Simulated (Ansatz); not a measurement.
## Electronic structure of Si in real space

The calculation's input:

```
crystal:
  lattice:
    - [-3.3507909355, 3.2517527797, 1.9083649477]
    - [3.3507909355, -3.2517527797, 1.9083649477]
    - [3.3507909355, 3.2517527797, -1.9083649477]
  atoms:
    - { symbol: Si, position: [0.1788433299, 0.1788433299, 0.3576866598] }
    - { symbol: Si, position: [0.8211566701, 0.8211566701, 0.6423133402] }
    - { symbol: Si, position: [0.1788433299, 0.8211566701, 0.0] }
    - { symbol: Si, position: [0.8211566701, 0.1788433299, 0.0] }
basis:
  ecutwfc: 420
kpoints:
  mp_grid: { grid: [10, 10, 10] }
hamiltonian:
  xc: lda
scf:
  occupations: { method: gaussian, width: 0.03 }
output:
  forces: true
  stress: true
  eigenvalues: true
  write_density: true
  write_potential: true
  elf: true
  volumetric_format: npy
```

Launched as:

```sh
ansatz run input.yaml --threads 1 --pin off --max-ram 2560MiB --backend cpu --events-out ev --progress --plain --runs-dir out
```

Below, planes, directions and counts refer to the conventional cell (a = 3.82 Å, b = 6.50 Å, c = 6.70 Å, α = 90.00°, β = 90.00°, γ = 90.00°).

Space group Immm; a structure from a database of computed crystals, not necessarily the ambient phase; changed on purpose from its base cell (strain +0.0150 x Voigt [1, -1, 0, 0, 0, 0], atoms carried along); not relaxed (largest force 0.3 eV/Å).

Theory: Ansatz, DFT LDA, scalar-relativistic, plane waves, PAW.

Core electrons are frozen (PAW), and the valence fields are smoothed inside the atomic spheres.

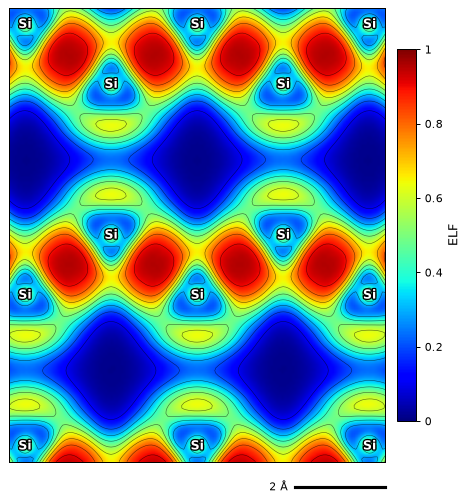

Figure 1. ELF on the (011̄) plane of the conventional cell.

### Read the bonding off the picture.

The section cuts through Si sites.
Si–Si (2.33 Å): the ELF peaks at about 0.95 between the atoms; localised, covalent bonding.

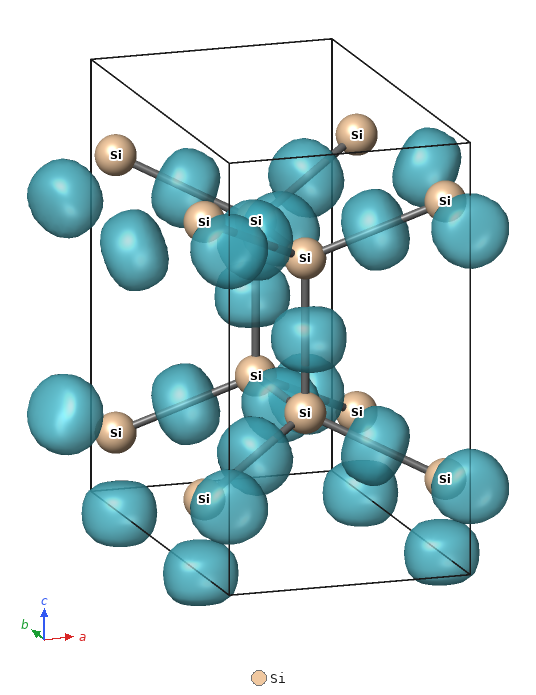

Figure 2. Isosurface of the electron localisation function at 0.85 (cyan), seen slightly off an axis. Core shells and regions of very low density are left out. Sticks mark near contacts.

### Identify the bonds, lone pairs and shells in this picture.

At this value the surface marks out 16 regions between bonded Si–Si atoms (shared pairs), counted in one cell of 8 atoms. Any copies at cell faces, edges or corners count once.


 Si–Si (2.40 Å): the ELF peaks at about 0.95 between the atoms (a covalent bond).
